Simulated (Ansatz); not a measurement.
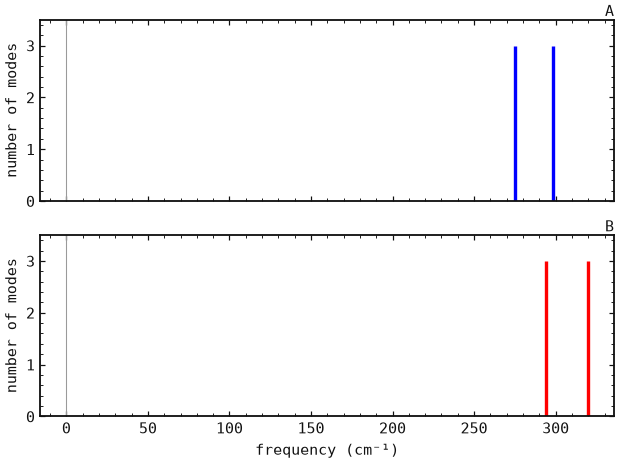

The figure compares two calculations of the zone-centre optical phonon frequencies (the three acoustic modes are left out). The first is for Al₂Cu, space group Fm-3m (No. 225).

Cell as given: a = 4.023 Å, b = 4.023 Å, c = 4.023 Å, α = 120.00°, β = 120.00°, γ = 90.00°; 3 atoms.

How it was computed, with Ansatz 0.2.0: harmonic phonon frequencies at the zone centre with atoms at rest in the given cell, without the long-range term of polar modes, the three translations left out, imaginary frequencies are negative; plane waves with PAW datasets, Γ-centred k mesh. Level: PBEsol, no spin polarisation.

| setting | value |
| --- | --- |
| wave cutoff | 420 eV |
| k mesh | 14×14×14 |
| occupations | Fermi–Dirac |
| smearing width | 0.15 eV |
| volume relative to the relaxed cell | 0.98 |
| phonon method | linear response |

In the second, the cell is compressed by 3.8 % in volume, to 14.76 Å³/atom.

> Which of A and B is the second calculation, and what did the change do?

B. The highest mode rises from 298.2 to 319.8 cm⁻¹ (+7.2 %) and the lowest optical mode rises from 274.9 to 293.8 cm⁻¹ (+6.9 %). The shift of the highest mode amounts to a Grüneisen parameter of 1.80.

For both, limits of the calculation: metal sensitive to the k mesh.
